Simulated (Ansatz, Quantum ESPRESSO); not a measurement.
# 2H-WSe2, 2 layers, AA' stacking: the dipole at a withheld member of a series

**Set-up.** Quantum ESPRESSO 7.5, PBE, PseudoDojo fully relativistic norm-conserving. Cell and atoms are relaxed without a field with a D3(BJ) correction and then held. Sawtooth field with dipole correction, 17 Å of vacuum in the starting cell, Fermi-Dirac smearing of 0.002 Ry; bands along a path at each field. Spin-orbit coupling with fully relativistic files. The series steps the field along the normal.

```
field along the normal  dipole (e Å)
                 0 V/Å         0.000
               0.1 V/Å         0.058
               0.2 V/Å         0.116
               0.4 V/Å         0.232
```

To predict: What is the dipole at 0.3 V/Å?

**Fit.** The rows at 0.2 V/Å and 0.4 V/Å give a slope of (0.232 − (0.116))/(0.4 − (0.2)) = 0.58, so a straight line gives 0.174 e Å. A parabola through these and the row at 0.1 V/Å gives 0.174 e Å.

What the calculation gave: 0.174 e Å. The line misses by 0.000 and the parabola by 0.000 e Å. Both misses are under 5 % of the step from the nearer row.

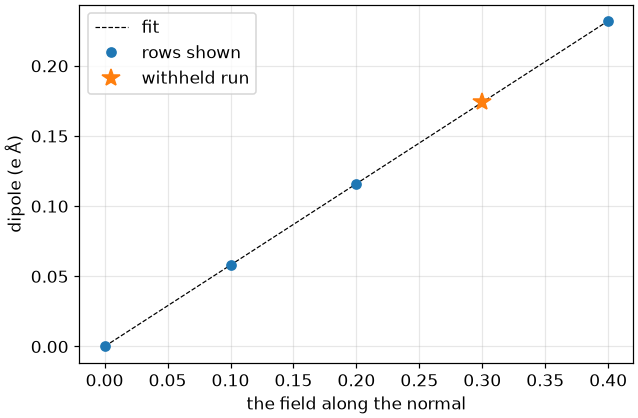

The rows shown, the fit and the withheld run.

**Limits.** Ions are held; semilocal gaps are too small; in strong fields empty levels can belong to the vacuum; one stacking. Members without a usable value, or on the other side of zero field or charge, are not listed.

[Logs are printed without paths, hosts, clocks, repeated set-up lines and the standing remarks that a program may print on its own settings, such as how far it seeks lower states.]
